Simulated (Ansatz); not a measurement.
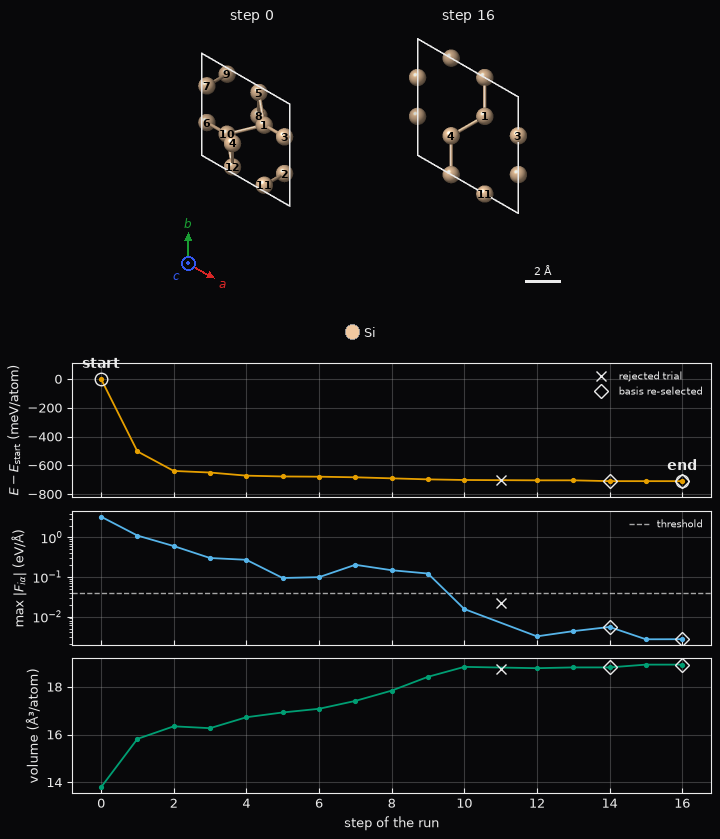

First and last geometry of a relaxation of a crystal of Si (a generated structure, set up in P-31c) (coarse preliminary run), with the history of the run. The picture is a ball-and-stick view of the cell of the calculation, seen along the c axis.

The calculation used DFT PBE, scalar-relativistic, plane waves, PAW (Ansatz 0.2.0).

The input:
```yaml
crystal:
  lattice:
    - [5.94325193, 0.0, 0.0]
    - [-2.97162596, 5.14700715, 0.0]
    - [0.0, 0.0, 5.41127081]
  atoms:
    - { symbol: Si, position: [0.71008005, 0.64958003, 0.572586] }
    - { symbol: Si, position: [0.93949997, 0.28991995, 0.572586] }
    - { symbol: Si, position: [0.93949997, 0.64958003, 0.927414] }
    - { symbol: Si, position: [0.35041997, 0.28991995, 0.927414] }
    - { symbol: Si, position: [0.64958003, 0.93949997, 0.427414] }
    - { symbol: Si, position: [0.06050003, 0.35041997, 0.072586] }
    - { symbol: Si, position: [0.06050003, 0.71008005, 0.427414] }
    - { symbol: Si, position: [0.64958003, 0.71008005, 0.072586] }
    - { symbol: Si, position: [0.28991995, 0.93949997, 0.072586] }
    - { symbol: Si, position: [0.28991995, 0.35041997, 0.427414] }
    - { symbol: Si, position: [0.71008005, 0.06050003, 0.927414] }
    - { symbol: Si, position: [0.35041997, 0.06050003, 0.572586] }
basis:
  ecutwfc: 420
kpoints:
  mp_grid: { grid: [3, 3, 4] }
hamiltonian:
  xc: pbe
scf:
  occupations: { method: gaussian, width: 0.1 }
  lower_state_search: "off"
output:
  forces: true
  stress: true
  eigenvalues: true
relax:
  adjacent_minimum: "off"
  f_tol: 0.04
  max_steps: 70
  cell: { stress_tol: 0.4 }
```

Command:
```bash
ansatz run input.yaml --threads 1 --pin off --max-ram 2560MiB --backend cpu --events-out ev --progress --plain --runs-dir out
```

Question: Read the history and describe the run.

Answer: It converged. Over 13 accepted moves (16 points after the start) the energy falls by 710 meV per atom. The largest force component goes from 3.4 to 0.0027 eV/Å. Pressure: 44.80 GPa at the start and −0.12 GPa at the end. The line search rejected the trial step at point 11 of the run. At 2 points the geometry stayed and the basis and grid were re-selected for the new cell (energy shift of 5.6 meV per atom at most each time). The largest moves relative to the cell, 0.38 Å, are those of 12 atoms (Si1, Si2, Si3, Si4 and others). Si7 goes along [−3 −2 1]. Cell: a = b 5.943 → 6.786 Å (+14.2 %), c 5.411 → 5.696 Å (+5.3 %). Volume +37.2 %. Among the contacts that change: Si1–Si12 3.057 → 3.918 Å, Si1–Si3 2.355 → 3.163 Å, Si10–Si12 2.082 → 2.350 Å, Si1–Si10 2.361 → 2.350 Å. Bonds break: Si1–Si3 (2.35 → 3.16 Å), Si2–Si11 (2.35 → 3.16 Å), Si4–Si12 (2.35 → 3.16 Å), Si5–Si8 (2.35 → 3.16 Å). Among the angles between lasting bonds that change: Si3–Si6–Si11 86.7° → 112.9°, Si3–Si6–Si4 126.5° → 112.9°, Si4–Si6–Si11 106.6° → 112.9°. The space group (tolerance 0.01 Å) goes from P-31c (No. 163) to P-3m1 (No. 164).
